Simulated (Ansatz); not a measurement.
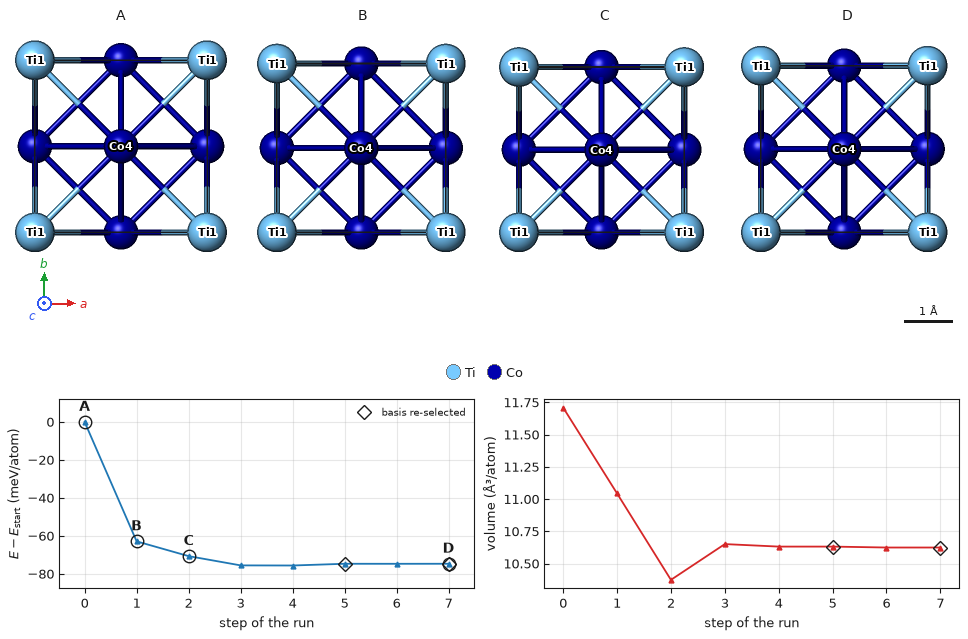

Frames of a relaxation of a crystal of TiCo$_{3}$ (set up in Pm-3m), marked on the history of the run. A ball-and-stick model of the cell of the calculation, seen along the c axis.

Case: relaxed again under DFT LDA, scalar-relativistic, plane waves, PAW.

Computed with DFT LDA, scalar-relativistic, plane waves, PAW (Ansatz). (plane-wave cutoff 420 eV; k-point mesh 12 × 12 × 12; occupations gaussian; smearing width 0.1 eV; collinear spin; cell and atoms relaxed; force threshold 0.005 eV/Å; at most 50 steps)

Q: What happens along the run?

A: The energy falls by 74.7 meV per atom in 5 accepted moves (7 points after the start). All forces vanish by symmetry, so only the cell relaxes. The pressure goes from −16.97 to 0.00 GPa. The SCF was repeated twice at an unchanged geometry on a basis and grid sized afresh for the cell, which shifted the energy by 0.9 meV per atom at most. No atom moves by more than 0.005 Å relative to the cell. Cell: a = b = c 3.605 → 3.490 Å (−3.2 %). Volume −9.3 %. Some distances before and after: Co–Ti 2.549 → 2.468 Å, Co–Co 2.549 → 2.468 Å. The space group stays Pm-3m (No. 221). The program noted that the starting moments weren't kept. From step 0 to 1: volume −5.7 %, energy −62.9 meV per atom. From step 1 to 2: volume −6.1 %, energy −7.8 meV per atom. From step 2 to 7: volume +2.4 %, energy −4.0 meV per atom.

| step | E − E(0), meV/atom | pressure, GPa | volume, Å³/atom | note |
| --- | --- | --- | --- | --- |
| 0 | 0.00 | -16.97 | 11.710 |  |
| 1 | -62.87 | -9.03 | 11.045 |  |
| 2 | -70.64 | 6.79 | 10.374 |  |
| 3 | -75.52 | -0.47 | 10.652 |  |
| 4 | -75.58 | 0.01 | 10.632 |  |
| 5 | -74.67 | -0.18 | 10.632 | same geometry, new basis |
| 6 | -74.68 | 0.00 | 10.625 |  |
| 7 | -74.66 | 0.00 | 10.625 | same geometry, new basis |
